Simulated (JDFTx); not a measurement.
## Ge: 7 runs along one coordinate

System: Ge (P6₃/mmc, 4 atoms in the cell).
Method: Kohn-Sham DFT of a periodic cell, PBEsol, PseudoDojo-SR-PBEsol-0.4.1-standard, no spin polarisation (JDFTx 1.7.0 (patched build)).

The 7 runs differ only in the geometry, by an even scaling of the cell at fixed fractional positions. The structure derives from a Materials Project entry.

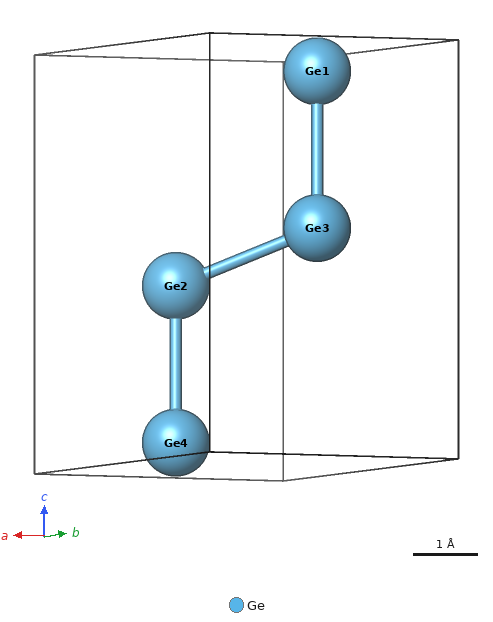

Figure 1. The structure of run 4 (ball-and-stick view of the cell of the calculation, seen at an oblique angle; atoms are numbered from 1 in the order of the input). An atom can appear more than once, as a periodic image.

### Input of run 4
```
lattice \
    7.5543424031    -3.7771712017     0.0000000000 \
    0.0000000000     6.5422524301     0.0000000000 \
    0.0000000000     0.0000000000    12.4710169184
coords-type Lattice
ion Ge     0.3333333333     0.6666666667     0.9370987500 1
ion Ge     0.6666666667     0.3333333333     0.4370987500 1
ion Ge     0.3333333333     0.6666666667     0.5629012500 1
ion Ge     0.6666666667     0.3333333333     0.0629012500 1

ion-species pseudo/Ge.upf
elec-cutoff 39 312
elec-ex-corr gga-PBEsol
kpoint-folding 8 8 4
elec-smearing Fermi 0.0018374661
elec-n-bands 37
electronic-SCF nIterations 100 energyDiffThreshold 1e-09
electronic-minimize nIterations 30 energyDiffThreshold 1e-7
forces-output-coords Cartesian

dump-name run.$VAR
dump End Ecomponents EigStats BandEigs Kpoints Forces Stress
```

Command:
```bash
jdftx -c 1 -i Ge.in -o Ge.out
```

Run 3 differs from it as follows:
```diff
-    7.5543424031    -3.7771712017     0.0000000000 \
-    0.0000000000     6.5422524301     0.0000000000 \
-    0.0000000000     0.0000000000    12.4710169184
+    7.5036405909    -3.7518202955     0.0000000000 \
+    0.0000000000     6.4983433728     0.0000000000 \
+    0.0000000000     0.0000000000    12.3873162964
```

### Results, with one run withheld

```csv
run,volume per atom (Å³),"free energy per atom, from the lowest run given (meV)",pressure (GPa),gap on the mesh (eV)
1,21.463,19.03,4.74,0.00
2,21.920,8.05,2.94,0.00
3,22.377,?,?,?
4,22.833,0.00,−0.04,0.11
5,23.290,1.83,−1.29,0.16
6,23.747,7.07,−2.43,0.11
7,24.203,15.38,−3.44,0.00
```

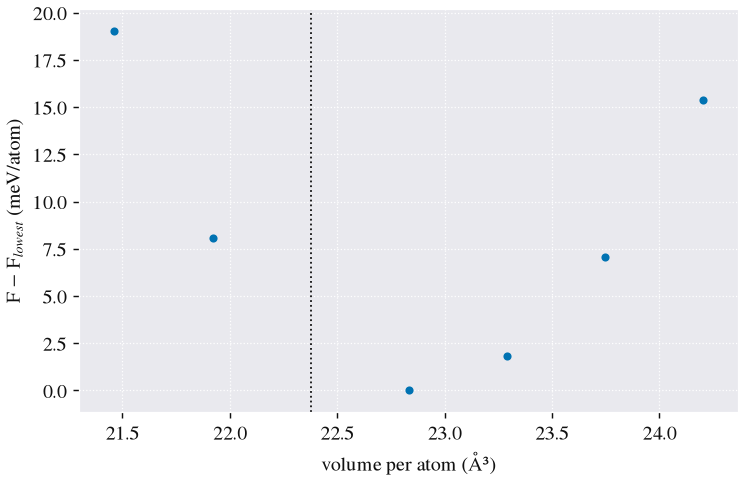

Figure 2. Free energy per atom of the runs given; the dotted line marks run 3.

Estimate the energy of run 3 from the others.

A cubic polynomial in V^(−2/3) (the Birch–Murnaghan form), fitted to the 6 runs given, misses them by at most 0.03 meV per atom. With x = V^(−2/3) − 0.12410 Å⁻², it reads F = −0.012812 − 227.72 x + 6.8999e+05 x² + 1.7879e+06 x³ (meV per atom). At run 3 it gives 1.89 meV per atom, and the run itself gives 1.91. The slope of the fit gives a pressure −dF/dV of 1.39 GPa there, and the run prints 1.35 GPa. The fit has its minimum at 22.828 Å³ per atom, where V d²F/dV² gives 66.6 GPa. Cell shape and fractional positions are held, so this is the stiffness under even scaling; the relaxed bulk modulus wasn't computed. The gap on the mesh lies between 0.00 eV (run 1) and 0.16 eV (run 5); run 3 has 0.00 eV. These are gaps of this functional on this mesh, which can miss the band edges; they aren't the measured gap.

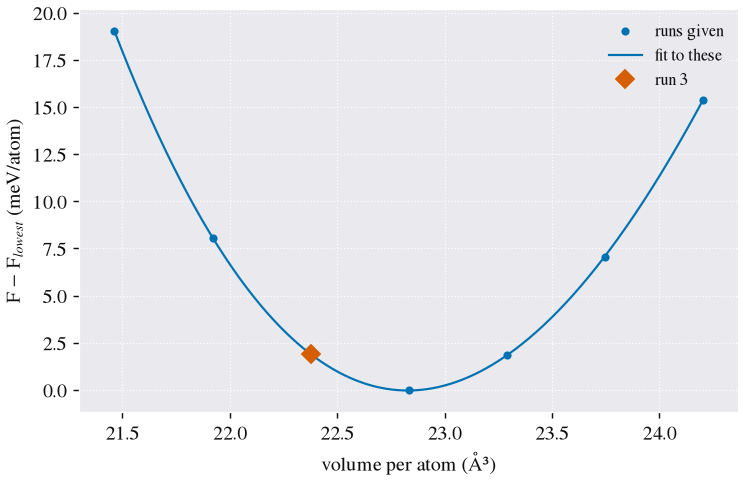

Figure 3. The fit and the withheld run.

### Some lines of the output (run 3)
```
[...]
unit cell volume = 604.021
     Etot =     -319.7841392576104909
        F =     -319.7841864398982352
	HOMO-LUMO gap: +0.007510
	Optical gap  : +0.007840 at state 0 ( [ +0.000000 +0.000000 +0.000000 ] spin 0 )
```
